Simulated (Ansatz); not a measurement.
**Ga₂O₃: density, localisation and related maps**

Input

```
crystal:
  lattice:
    - [-2.1686587673, 2.1686587673, 3.5163889359]
    - [2.1686587673, -2.1686587673, 3.5163889359]
    - [2.1686587673, 2.1686587673, -3.5163889359]
  atoms:
    - { symbol: Ga, position: [0.5, 0.0, 0.5] }
    - { symbol: Ga, position: [0.0, 0.5, 0.5] }
    - { symbol: O, position: [0.0, 0.0, 0.0] }
    - { symbol: O, position: [0.75, 0.25, 0.5] }
    - { symbol: O, position: [0.25, 0.75, 0.5] }
basis:
  ecutwfc: 420
kpoints:
  mp_grid: { grid: [12, 12, 12] }
hamiltonian:
  xc: pbe
scf:
  occupations: { method: gaussian, width: 0.1 }
output:
  forces: true
  stress: true
  eigenvalues: true
  write_density: true
  write_potential: true
  elf: true
  volumetric_format: npy
relax:
  adjacent_minimum: "off"
  f_tol: 0.01
  max_steps: 80
  cell: { stress_tol: 0.05 }
```

Command:

```sh
ansatz run input.yaml --threads 1 --pin off --max-ram 2560MiB --backend cpu --events-out ev --progress --plain --runs-dir out
```

Below, planes, directions and counts refer to the conventional cell (a = 4.34 Å, b = 4.34 Å, c = 7.03 Å, α = 90.00°, β = 90.00°, γ = 90.00°).

The fields are those of the relaxed geometry.

Space group I4/mmm; a structure generated by program, which may or may not match a known phase.

Computed with DFT PBE, scalar-relativistic, plane waves, PAW (Ansatz 0.2.0).

In a PAW calculation such maps are meaningful between the atoms, not at the nuclei.

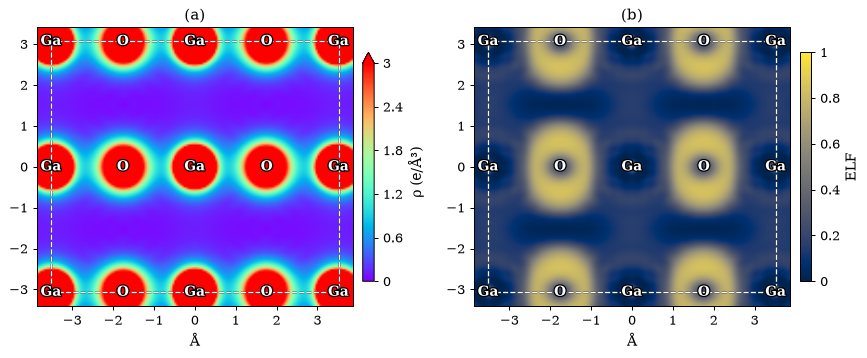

Figure 1. (a) valence charge density (pseudo); (b) electron localisation function on the (110) plane of the conventional cell.

Read the bonding off the picture.

Atoms in the plane: Ga and O.
Ga–O (1.76 Å): ρ at the midpoint is about 0.97 e/Å³; the ELF peaks at about 0.75 in the valence shell of O, 0.6 Å from its nucleus, and is about 0.40 at the midpoint.
Between the atoms the lowest density in this plane is 0.03 e/Å³.
The ELF also peaks beside O, away from the bonds: lone-pair regions.
The features right at Ga lie inside the PAW spheres, where the map follows smoothed inner orbitals and isn't to be read closely.

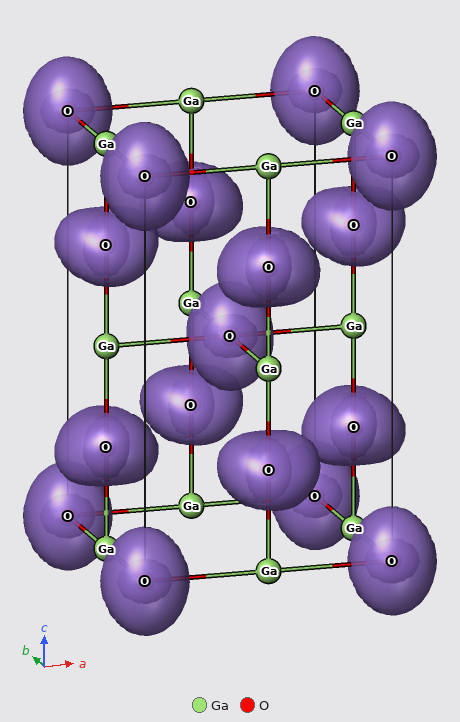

Figure 2. Isosurface of the ELF at 0.75 (purple), seen slightly off an axis. Only the valence region is drawn (cores and ρ < 0.01 e/Å³ removed). Sticks mark near contacts.

Describe the localisation domains.

The ELF exceeds this value in six regions wrapped around O (the valence shell of each), counted in one cell of 10 atoms. Any copies at cell faces, edges or corners count once.

Does the calculation make it a metal, or give it a gap?

It is metallic or semimetallic at this level of theory: no gap opens.
